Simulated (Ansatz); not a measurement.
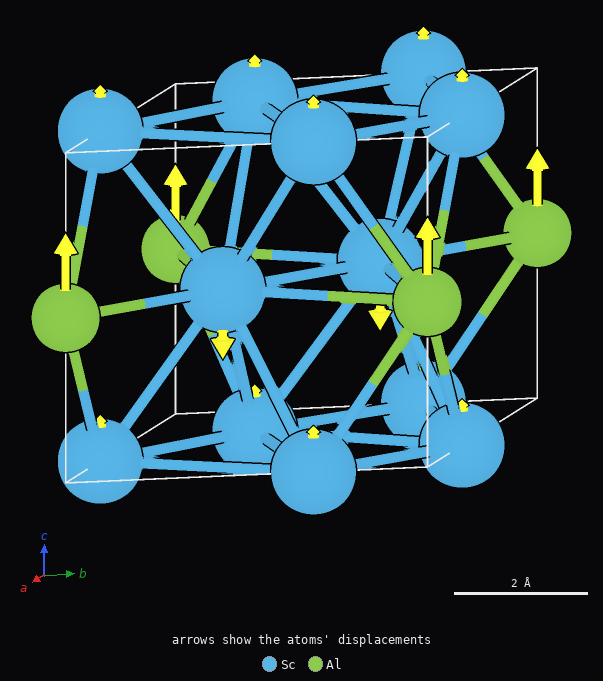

One vibrational mode of solid Sc$_{5}$Al (a generated structure) at the zone centre. Displacements are drawn as yellow arrows; their common scale and sign are arbitrary. The picture is a ball-and-stick view of the cell of the calculation, seen slightly off an axis.

The calculation used Ansatz 0.2.0, DFT PBE, scalar-relativistic, plane waves, PAW.

Input
```yaml
crystal:
  lattice:
    - [5.5987275816, 0.0, 0.0]
    - [-2.7993637908, 4.8486403146, 0.0]
    - [0.0, 0.0, 5.0761964323]
  atoms:
    - { symbol: Sc, position: [0.0, 0.6851200206, 0.0] }
    - { symbol: Sc, position: [0.6851200206, 0.0, 0.0] }
    - { symbol: Sc, position: [0.3148799794, 0.3148799794, 0.0] }
    - { symbol: Sc, position: [0.3333333333, 0.6666666667, 0.5] }
    - { symbol: Sc, position: [0.6666666667, 0.3333333333, 0.5] }
    - { symbol: Al, position: [0.0, 0.0, 0.5] }
basis:
  ecutwfc: 420
kpoints:
  mp_grid: { grid: [12, 12, 8] }
hamiltonian:
  xc: pbe
scf:
  occupations: { method: fermi_dirac, width: 0.15 }
output:
  eigenvalues: true
phonons:
  method: dfpt
  eigenvectors: true
  qmesh: [2, 2, 1]
  temperatures: { t_max: 1000, t_step: 100 }
  qpath:
    path:
      - [[0.0, 0.0, 0.0], [0.5, 0.0, 0.0], [0.33333333, 0.33333333, 0.0], [0.0, 0.0, 0.0], [0.0, 0.0, 0.5], [0.5, 0.0, 0.5], [0.33333333, 0.33333333, 0.5], [0.0, 0.0, 0.5]]
      - [[0.5, 0.0, 0.5], [0.5, 0.0, 0.0]]
      - [[0.33333333, 0.33333333, 0.5], [0.33333333, 0.33333333, 0.0]]
    npoints: 8
```

Launched with:
```bash
ansatz run input.yaml --threads 4 --pin off --max-ram 8192MiB --backend cpu --events-out ev --progress --plain --runs-dir out
```

The frequencies depend somewhat on the k-mesh and the smearing.

### Give the symmetry, activity and frequency of this mode.

This is the A₂″ mode at 208 cm⁻¹, optical level 7 of 9, counted from below, infrared-active by symmetry. The Al and Sc (3f) sublattices move against the Sc (2d) sublattice, along c; the kinetic energy is shared as Sc 61 %, Al 39 %. The crystal is a metal, so free carriers screen the infrared response.
